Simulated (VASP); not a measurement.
# GaAs(110): relaxation, ionisation energy and affinity, part 2 of 4

Aim: ionisation energy and electron affinity of GaAs(110), from a slab and a bulk run lined up through core potentials. The crystal is strained by -1 % in the plane, against this functional's own lattice.

VASP 6.6.1, plane waves and PAW; the level of theory is named at each step.

So far. Step 2 (Relaxing the bulk crystal): The run ended after 3 ionic steps, 0.034 eV below its first step, once forces and stress met EDIFFG = -0.02. Step 3 (Relax the host again, on a new basis): The start already met the threshold, so nothing moved. The relaxed cell has a = 5.761 Å (conventional setting).

### 4. Band edges of the bulk

Level of this step: PBE; plane waves and PAW (Ga, As) (VASP).

A static run of the unstrained bulk, for comparison; the line-up uses the strained bulk below.

INCAR

```
SYSTEM = GaAs
PREC = Normal
ENCUT = 320
EDIFF = 1E-06
NELM = 120
ISMEAR = 0
SIGMA = 0.03
LREAL = .FALSE.
ALGO = Normal
GGA = PE
NBANDS = 10
LORBIT = 11
LWAVE = .FALSE.
LCHARG = .FALSE.
KPAR = 4
```

POSCAR

```
GaAs
1.0
    0.0000000000      2.8803663672      2.8803663672
    2.8803663672      0.0000000000      2.8803663672
    2.8803663672      2.8803663672      0.0000000000
Ga As
1 1
Direct
    0.0000000000      0.0000000000      0.0000000000
    0.2500000000      0.2500000000      0.2500000000
```

KPOINTS

```
Automatic mesh
0
Gamma
13 13 13
0 0 0
```

Potentials, in the order of the species: Ga and As (PBE family, release 64).

On the command line:

```bash
> mpirun -np 4 vasp_std
```

The program printed:

```text
[... set-up lines as in an earlier step ...]
 entering main loop
       N       E                     dE             d eps       ncg     rms          rms(c)
DAV:   1     0.112922502897E+02    0.11292E+02   -0.26504E+03  1680   0.467E+02
DAV:   2    -0.783932380233E+01   -0.19132E+02   -0.18522E+02  2280   0.791E+01
DAV:   3    -0.844299829355E+01   -0.60367E+00   -0.60308E+00  2064   0.146E+01
DAV:   4    -0.844546250327E+01   -0.24642E-02   -0.24640E-02  2022   0.107E+00
DAV:   5    -0.844547065502E+01   -0.81517E-05   -0.81516E-05  2058   0.608E-02    0.358E+00
DAV:   6    -0.831396342107E+01    0.13151E+00   -0.23901E-01  1798   0.188E+00    0.210E+00
DAV:   7    -0.828681870862E+01    0.27145E-01   -0.11641E-01  1920   0.150E+00    0.581E-01
DAV:   8    -0.828654218191E+01    0.27653E-03   -0.10319E-02  1818   0.494E-01    0.931E-02
DAV:   9    -0.828678945346E+01   -0.24727E-03   -0.56681E-04  2046   0.143E-01    0.522E-02
DAV:  10    -0.828688484579E+01   -0.95392E-04   -0.12937E-04  1838   0.679E-02    0.898E-03
DAV:  11    -0.828688988961E+01   -0.50438E-05   -0.13160E-05  2110   0.173E-02    0.660E-03
DAV:  12    -0.828689030406E+01   -0.41446E-06   -0.19825E-06  1808   0.727E-03
   1 F= -.82868903E+01 E0= -.82868903E+01  d E =-.258681E-07
```

It took 6.2 s on 4 MPI ranks of AMD EPYC 7R43, shared host; peak memory 0.39 GiB; 21 s of CPU time.

From OUTCAR (step 4):

```text
The static configuration has the point symmetry T_d .

 Found     84 irreducible k-points:

   k-points           NKPTS =     84   k-points in BZ     NKDIM =     84   number of bands    NBANDS=     10

   dimension x,y,z NGX =    18 NGY =   18 NGZ =   18
   dimension x,y,z NGXF=    36 NGYF=   36 NGZF=   36

   ENCUT  =  320.0 eV  23.52 Ry    4.85 a.u.   5.94  5.94  5.94*2*pi/ulx,y,z

   NELECT =       8.0000    total number of electrons

 E-fermi :   2.3778

 k-point     1 :       0.0000    0.0000    0.0000
  band No.  band energies     occupation
      1     -10.0189      2.00000
      2       2.2958      1.99989
      3       2.2958      1.99989
      4       2.2958      1.99989
      5       2.4538      0.00034
      6       6.0411      0.00000
      7       6.0411      0.00000
      8       6.0411      0.00000
      9       9.7375      0.00000
    ...

 k-point     2 :       0.0769    0.0000    0.0000
  band No.  band energies     occupation
      1      -9.9592      2.00000
      2       1.1252      2.00000
      3       2.2074      2.00000
      4       2.2074      2.00000
      5       3.3476      0.00000
      6       6.1385      0.00000
      7       6.1756      0.00000
      8       6.1756      0.00000
      9      10.1244      0.00000
    ...

  Total        0.0193810      0.0193810      0.0193810      0.0000000      0.0000000     -0.0000000
  in kB        0.6497000      0.6497000      0.6497000      0.0000000      0.0000000     -0.0000000
  external PRESSURE =       0.6497000 kB  Pullay stress =       0.0000000 kB

  energy-cutoff  :      320.00
  volume of cell :       47.79
      direct lattice vectors                 reciprocal lattice vectors
     0.000000000  2.880366367  2.880366367    -0.173589029  0.173589029  0.173589029
     2.880366367  0.000000000  2.880366367     0.173589029 -0.173589029  0.173589029
     2.880366367  2.880366367  0.000000000     0.173589029  0.173589029 -0.173589029

 POSITION                                       TOTAL-FORCE (eV/Angst)
 -----------------------------------------------------------------------------------
      0.00000      0.00000      0.00000        -0.000000      0.000000      0.000000
      1.44018      1.44018      1.44018         0.000000     -0.000000     -0.000000
 -----------------------------------------------------------------------------------
    total drift:                               -0.000000     -0.000000     -0.000000

  FREE ENERGIE OF THE ION-ELECTRON SYSTEM (eV)
  ---------------------------------------------------
  free  energy   TOTEN  =        -8.2868903041 eV

  energy  without entropy=       -8.2868902782  energy(sigma->0) =       -8.28689029

 total charge
# of ion       s       p       d       tot
------------------------------------------
    1        1.086   1.120   0.123   2.328
    2        1.217   1.561   0.025   2.803
--------------------------------------------------
tot          2.302   2.681   0.148   5.131

[... 3 parts as in an earlier step ...]

[... 6 further parts left out ...]
```

The gap is read on the k-mesh alone, so it is an upper bound where the band edges lie off the mesh.

Numbers from this step:

```
free energy (TOTEN)            : -8.287 eV
Fermi energy                   : 2.378 eV
metallic                       : no
gap on the k-mesh              : 0.1580 eV
least direct gap on the k-mesh : 0.1580 eV
```

### 5. Relax the strained bulk along the normal

This step: PBE; plane waves and PAW (Ga, As); invented cell (VASP 6.6.1).

System of this step: GaAs. Symmetry: Imm2, No. 44, orthorhombic system. Conventional cell: a = 4.033 Å, b = 4.073 Å, c = 5.703 Å, α = 90.00°, β = 90.00°, γ = 90.00°. Nearest to Ga lie 4 As at 2.47 to 2.49 Å. Nearest to As lie 4 Ga at 2.47 to 2.49 Å. Farther neighbours are not listed.

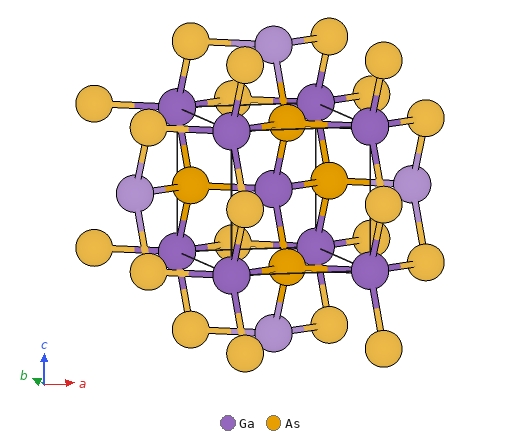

The cell of this step (gallium purple, arsenic orange). Some periodic images of atoms are drawn too.

With the plane strained, the crystal finds a new spacing along the normal.

INCAR

```
SYSTEM = GaAs
PREC = Accurate
ENCUT = 420
EDIFF = 1E-06
NELM = 120
ISMEAR = 0
SIGMA = 0.03
LREAL = .FALSE.
ALGO = Normal
GGA = PE
NBANDS = 14
LORBIT = 11
LWAVE = .FALSE.
LCHARG = .FALSE.
KPAR = 4
IBRION = 2
NSW = 30
ISIF = 3
EDIFFG = -0.01
POTIM = 0.4
LATTICE_CONSTRAINTS = .FALSE. .FALSE. .TRUE.
```

POSCAR

```
GaAs
1.0
    4.0327186493      0.0000000000      0.0000000000
    0.0000000000      5.7031254071      0.0000000000
    0.0000000000      0.0000000000      4.0734531811
Ga As
2 2
Direct
    0.0000000000      0.0000000000      0.0000000000
    0.5000000000      0.5000000000      0.5000000000
    0.0000000000      0.7500000000      0.5000000000
    0.5000000000      0.2500000000      0.0000000000
```

KPOINTS

```
Automatic mesh
0
Gamma
7 5 7
0 0 0
```

On the command line:

```bash
> mpirun -np 4 vasp_std
```

The program printed:

```text
[banner, memory and clock lines left out]
running    4 mpi-ranks, on    1 nodes
 distrk:  each k-point on    1 cores,    4 groups
 distr:  one band on    1 cores,    1 groups

 POSCAR found type information on POSCAR GaAs
 POSCAR found :  2 types and       4 ions
 LDA part: xc-table for (Slater+PW92), standard interpolation
 POSCAR, INCAR and KPOINTS ok, starting setup
 FFT: planning ... GRIDC
 FFT: planning ... GRID_SOFT
 FFT: planning ... GRID
 WAVECAR not read
 entering main loop
       N       E                     dE             d eps       ncg     rms          rms(c)
DAV:   1     0.448325513878E+02    0.44833E+02   -0.54107E+03  1344   0.806E+02
DAV:   2    -0.134839121076E+02   -0.58316E+02   -0.53869E+02  1774   0.132E+02
DAV:   3    -0.168536894035E+02   -0.33698E+01   -0.33462E+01  1746   0.331E+01
DAV:   4    -0.168870662069E+02   -0.33377E-01   -0.33364E-01  1524   0.374E+00
DAV:   5    -0.168873781484E+02   -0.31194E-03   -0.31190E-03  1722   0.367E-01    0.520E+00
DAV:   6    -0.166147669236E+02    0.27261E+00   -0.28766E-01  1506   0.271E+00    0.305E+00
DAV:   7    -0.165561036977E+02    0.58663E-01   -0.19215E-01  1644   0.222E+00    0.730E-01
DAV:   8    -0.165549493862E+02    0.11543E-02   -0.15324E-02  1428   0.712E-01    0.127E-01
DAV:   9    -0.165555447682E+02   -0.59538E-03   -0.11950E-03  1680   0.234E-01    0.625E-02
DAV:  10    -0.165556742390E+02   -0.12947E-03   -0.13490E-04  1584   0.730E-02    0.134E-02
DAV:  11    -0.165556959726E+02   -0.21734E-04   -0.36926E-05  1614   0.355E-02    0.102E-02
DAV:  12    -0.165556967216E+02   -0.74892E-06   -0.22956E-06  1418   0.963E-03
   1 F= -.16555697E+02 E0= -.16555697E+02  d E =-.165557E+02
 curvature:   0.00 expect dE= 0.000E+00 dE for cont linesearch  0.000E+00
 trial: gam= 0.00000 g(F)=  0.820E-03 g(S)=  0.112E-02 ort = 0.000E+00 (trialstep = 0.100E+01)
 search vector abs. value=  0.194E-02
 bond charge predicted
       N       E                     dE             d eps       ncg     rms          rms(c)
DAV:   1    -0.165576586095E+02   -0.19626E-02   -0.19853E-02  1542   0.777E-01    0.960E-02
DAV:   2    -0.165572957069E+02    0.36290E-03   -0.84980E-04  1596   0.163E-01    0.554E-02
DAV:   3    -0.165571365822E+02    0.15912E-03   -0.41897E-04  1644   0.106E-01    0.144E-02
DAV:   4    -0.165571343247E+02    0.22575E-05   -0.30955E-05  1542   0.325E-02    0.111E-02
DAV:   5    -0.165571323314E+02    0.19933E-05   -0.46862E-06  1602   0.112E-02    0.414E-03
DAV:   6    -0.165571325134E+02   -0.18196E-06   -0.33385E-07   792   0.342E-03
   2 F= -.16557133E+02 E0= -.16557133E+02  d E =-.143579E-02
[...]
3 F= -.16557577E+02 E0= -.16557577E+02  d E =-.188058E-02
[...]
4 F= -.16557603E+02 E0= -.16557603E+02  d E =-.190633E-02
 curvature:  -1.01 expect dE=-0.699E-04 dE for cont linesearch -0.139E-07
 trial: gam= 0.03843 g(F)=  0.391E-04 g(S)=  0.303E-04 ort =-0.517E-05 (trialstep = 0.120E+01)
 search vector abs. value=  0.719E-04
 bond charge predicted
       N       E                     dE             d eps       ncg     rms          rms(c)
DAV:   1    -0.165576368185E+02   -0.33842E-04   -0.15650E-03  1434   0.225E-01    0.193E-02
DAV:   2    -0.165576406665E+02   -0.38480E-05   -0.10203E-04  1590   0.563E-02    0.100E-02
DAV:   3    -0.165576382497E+02    0.24167E-05   -0.44766E-06  1596   0.121E-02    0.357E-03
DAV:   4    -0.165576382665E+02   -0.16800E-07   -0.11033E-06   798   0.611E-03
   5 F= -.16557638E+02 E0= -.16557638E+02  d E =-.352178E-04
 trial-energy change:   -0.000035  1 .order   -0.000034   -0.000083    0.000014
 step:   1.0238(harm=  1.0238)  dis= 0.00074  next Energy=   -16.557638 (dE=-0.354E-04)
 reached required accuracy - stopping structural energy minimisation
```

It took 45 s on 4 MPI ranks; peak memory 0.71 GiB.

From OUTCAR (step 5):

```text
   k-points           NKPTS =     48   k-points in BZ     NKDIM =     48   number of bands    NBANDS=     14

   ENCUT  =  420.0 eV  30.87 Ry    5.56 a.u.   6.74  9.53  6.81*2*pi/ulx,y,z

   NELECT =      16.0000    total number of electrons

 E-fermi :   2.5602

 k-point     1 :       0.0000    0.0000    0.0000
  band No.  band energies     occupation
    ...
      4      -0.2323      2.00000
      5      -0.0557      2.00000
      6       2.3353      2.00000
      7       2.4286      2.00000
      8       2.4526      2.00000
      9       2.6679      0.00000
     10       3.8502      0.00000
     11       4.1300      0.00000
     12       6.0848      0.00000
     13       6.1499      0.00000
    ...

  Total        0.9687843      0.6879520      0.0085674      0.0000000      0.0000000      0.0000000
  in kB       16.4679190     11.6941793      0.1456334      0.0000000      0.0000000      0.0000000
  external PRESSURE =       9.4359106 kB  Pullay stress =       0.0000000 kB

 POSITION                                       TOTAL-FORCE (eV/Angst)
 -----------------------------------------------------------------------------------
      4.03272      5.69664      0.00000         0.000000      0.002874      0.000000
      2.01636      2.84508      2.04908        -0.000000      0.002874      0.000000
      0.00000      4.28383      2.04908        -0.000000     -0.002874     -0.000000
      2.01636      1.43226      0.00000        -0.000000     -0.002874     -0.000000
 -----------------------------------------------------------------------------------
    total drift:                                0.000000      0.000039     -0.000001

  FREE ENERGIE OF THE ION-ELECTRON SYSTEM (eV)
  ---------------------------------------------------
  free  energy   TOTEN  =       -16.5576382665 eV

  energy  without entropy=      -16.5576382662  energy(sigma->0) =      -16.55763827

[... 1 part as in an earlier step ...]

[... 15 further parts left out ...]
```

CONTCAR:

```
GaAs
   1.00000000000000
     4.0327186492999996    0.0000000000000000    0.0000000000000000
     0.0000000000000000    5.7031254070999999    0.0000000000000000
     0.0000000000000000    0.0000000000000000    4.0981523944027325
  Ga              As
     2     2
Direct
     1.0000000000000000    0.9988634799041972    0.0000000000000000
     0.5000000000000000    0.4988634799041971    0.5000000000000000
     0.0000000000000000    0.7511365200958028    0.5000000000000000
     0.5000000000000000    0.2511365200958029    0.0000000000000000
```

The run keeps the 4 symmetry operations of its start, so it cannot find a distortion of lower symmetry.

The steps of the relaxation:

```
step  energy less that of the first step (eV)  largest force (eV/Å)  pressure (GPa)  volume (Å³)
   1                                   0.0000                0.0729            1.36        93.69
   2                                  -0.0014                0.0444            1.13        93.99
   3                                  -0.0019                0.0097            0.87        94.37
   4                                  -0.0019                0.0159            0.91        94.30
   5                                  -0.0019                0.0029            0.94        94.25
```

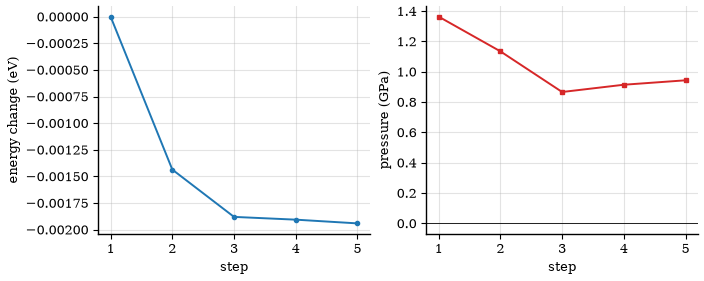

Energy and pressure along the relaxation.

```
     cell as run  before  after  change
           a (Å)   4.033  4.033  +0.0 %
           b (Å)   5.703  5.703  +0.0 %
           c (Å)   4.073  4.098  +0.6 %
volume (Å³/atom)   23.42  23.56  +0.6 %
```

The relaxed structure:

```
Ga As
1.0
     4.03272    0.00000    0.00000
     0.00000    5.70313    0.00000
     0.00000    0.00000    4.09815
Ga As
2 2
Direct
  0.00000 0.99886 0.00000
  0.50000 0.49886 0.50000
  0.00000 0.75114 0.50000
  0.50000 0.25114 0.00000
```

Numbers from this step:

```yaml
electronic_cycles: 32
electrons: 16
free_energy_toten: -16.56 eV
fermi_energy: 2.560 eV
gap_on_the_k_mesh: 0.2153 eV
```

The run ended after 5 ionic steps, 0.002 eV below its first step, once forces and stress met EDIFFG = -0.01.

No direct gap is given, since this cell folds other wave vectors onto the zone centre.

### 6. Band edges of the strained bulk

The strained bulk gives the band edges and core potentials for the line-up.

INCAR

```
SYSTEM = GaAs
PREC = Normal
ENCUT = 320
EDIFF = 1E-06
NELM = 120
ISMEAR = 0
SIGMA = 0.03
LREAL = .FALSE.
ALGO = Normal
GGA = PE
NBANDS = 14
LORBIT = 11
LWAVE = .FALSE.
LCHARG = .FALSE.
KPAR = 4
```

POSCAR

```
GaAs
1.0
    4.0327186493      0.0000000000      0.0000000000
    0.0000000000      5.7031254071      0.0000000000
    0.0000000000      0.0000000000      4.0981523944
Ga As
2 2
Direct
    0.0000000000      0.9988634799      0.0000000000
    0.5000000000      0.4988634799      0.5000000000
    0.0000000000      0.7511365201      0.5000000000
    0.5000000000      0.2511365201      0.0000000000
```

KPOINTS

```
Automatic mesh
0
Gamma
11 8 11
0 0 0
```

On the command line:

```bash
> mpirun -np 4 vasp_std
```

The program printed:

```text
[... set-up lines as in an earlier step ...]
 entering main loop
       N       E                     dE             d eps       ncg     rms          rms(c)
DAV:   1     0.369909361152E+02    0.36991E+02   -0.46181E+03  5040   0.653E+02
DAV:   2    -0.140850538320E+02   -0.51076E+02   -0.47158E+02  6874   0.120E+02
DAV:   3    -0.168658739550E+02   -0.27808E+01   -0.27637E+01  6612   0.292E+01
DAV:   4    -0.168906493981E+02   -0.24775E-01   -0.24770E-01  5634   0.319E+00
DAV:   5    -0.168908876281E+02   -0.23823E-03   -0.23821E-03  6630   0.305E-01    0.517E+00
DAV:   6    -0.166221596989E+02    0.26873E+00   -0.28746E-01  5586   0.269E+00    0.303E+00
DAV:   7    -0.165652158881E+02    0.56944E-01   -0.18887E-01  6264   0.219E+00    0.732E-01
DAV:   8    -0.165640664036E+02    0.11495E-02   -0.15160E-02  5328   0.703E-01    0.126E-01
DAV:   9    -0.165646533701E+02   -0.58697E-03   -0.11865E-03  6264   0.232E-01    0.622E-02
DAV:  10    -0.165647853645E+02   -0.13199E-03   -0.13763E-04  5838   0.730E-02    0.135E-02
DAV:  11    -0.165648069236E+02   -0.21559E-04   -0.36400E-05  6132   0.350E-02    0.100E-02
DAV:  12    -0.165648077083E+02   -0.78476E-06   -0.23365E-06  5222   0.961E-03
   1 F= -.16564808E+02 E0= -.16564808E+02  d E =-.796336E-10
```

Elapsed: 17 s, on 4 MPI ranks; peak memory 0.74 GiB.

From OUTCAR (step 6):

```text
   k-points           NKPTS =    180   k-points in BZ     NKDIM =    180   number of bands    NBANDS=     14

   ENCUT  =  320.0 eV  23.52 Ry    4.85 a.u.   5.88  8.32  5.98*2*pi/ulx,y,z

   NELECT =      16.0000    total number of electrons

 E-fermi :   2.5590

 k-point     1 :       0.0000    0.0000    0.0000
  band No.  band energies     occupation
    ...
      4      -0.2336      2.00000
      5      -0.0571      2.00000
      6       2.3334      2.00000
      7       2.4272      2.00000
      8       2.4506      2.00000
      9       2.6669      0.00000
     10       3.8492      0.00000
     11       4.1289      0.00000
     12       6.0847      0.00000
     13       6.1495      0.00000
    ...

  Total        0.9699111      0.7436686      0.0117828      0.0000000      0.0000000      0.0000000
  in kB       16.4870730     12.6412813      0.2002898      0.0000000      0.0000000      0.0000000
  external PRESSURE =       9.7762147 kB  Pullay stress =       0.0000000 kB

 POSITION                                       TOTAL-FORCE (eV/Angst)
 -----------------------------------------------------------------------------------
      0.00000      5.69664      0.00000         0.000000      0.002754     -0.000000
      2.01636      2.84508      2.04908         0.000000      0.002754     -0.000000
      0.00000      4.28383      2.04908         0.000000     -0.002754      0.000000
      2.01636      1.43226      0.00000         0.000000     -0.002754      0.000000
 -----------------------------------------------------------------------------------
    total drift:                                0.000000     -0.000173     -0.000001

  FREE ENERGIE OF THE ION-ELECTRON SYSTEM (eV)
  ---------------------------------------------------
  free  energy   TOTEN  =       -16.5648077083 eV

  energy  without entropy=      -16.5648077082  energy(sigma->0) =      -16.56480771

[... 1 part as in an earlier step ...]

[... 14 further parts left out ...]
```

This step gave:

- electronic cycles: 12
- Fermi energy: 2.559 eV
- gap on the k-mesh: 0.2163 eV

No direct gap is given, since this cell folds other wave vectors onto the zone centre.

(Continued in part 3 of 4.)

[Lines on the potential files, build, host, timing and source positions are cut from VASP's logs without a mark.]

[Logs are printed without paths, hosts, clocks, repeated set-up lines and the standing remarks that a program may print on its own settings, such as how far it seeks lower states.]

[Hosts, paths, dates, database ids (printed as entryN), source tags and the programs' standing remarks are cut or masked in the printed files.]

[Runs that stopped without an error message from VASP are left out.]
